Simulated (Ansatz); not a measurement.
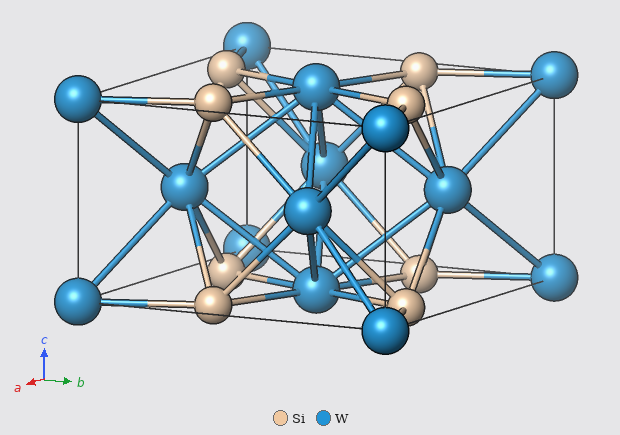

The structure above is drawn in ball-and-stick style and viewed from a general direction. The simulation cell is outlined; an atom on or near a face, edge or corner is repeated at each equivalent position.

Input deck:
```yaml
crystal:
  lattice:
    - [6.099631553, 0.0, 0.0]
    - [0.0, 6.099631553, 0.0]
    - [0.0, 0.0, 3.5773070932]
  atoms:
    - { symbol: Si, position: [0.1342329886, 0.6342329886, 0.0] }
    - { symbol: Si, position: [0.8657670114, 0.3657670114, 0.0] }
    - { symbol: Si, position: [0.6342329886, 0.8657670114, 0.0] }
    - { symbol: Si, position: [0.3657670114, 0.1342329886, 0.0] }
    - { symbol: W, position: [0.5, 0.5, 0.0] }
    - { symbol: W, position: [0.0, 0.0, 0.0] }
    - { symbol: W, position: [0.6595119696, 0.1595119696, 0.5] }
    - { symbol: W, position: [0.3404880304, 0.8404880304, 0.5] }
    - { symbol: W, position: [0.1595119696, 0.3404880304, 0.5] }
    - { symbol: W, position: [0.8404880304, 0.6595119696, 0.5] }
basis:
  ecutwfc: 420
kpoints:
  mp_grid: { grid: [6, 6, 12] }
hamiltonian:
  xc: pbe
scf:
  occupations: { method: gaussian, width: 0.15 }
output:
  forces: true
  stress: true
  eigenvalues: true
```
Run as:
```sh
ansatz run input.yaml --threads 2 --pin off --max-ram 5120MiB --backend cpu --events-out ev --progress --plain --runs-dir out
```

Theory: Ansatz 0.2.0, DFT PBE, scalar-relativistic, plane waves, PAW. Numerical settings: plane-wave cutoff 420 eV, k-points on a 6×6×12 grid, Gaussian smearing of 0.15 eV, no spin polarisation.

What does the calculation say: metal or gapped?

Answer. A metal: bands cross the Fermi level.

Would the cell expand or shrink if it could?

Answer. The computed pressure is 32.9 GPa (compressed: it would expand). The stress isn't hydrostatic: its largest component is 36.9 GPa.

It derives from a structure listed in the Materials Project. The cell was then strained or its atoms displaced on purpose. A calculation with Ansatz used it as input.

At this level of theory the run's own cell isn't at rest (compressed, at 33 GPa and forces up to 0.9 eV/Å), so its distances can differ from those at equilibrium, the more so the softer the solid.
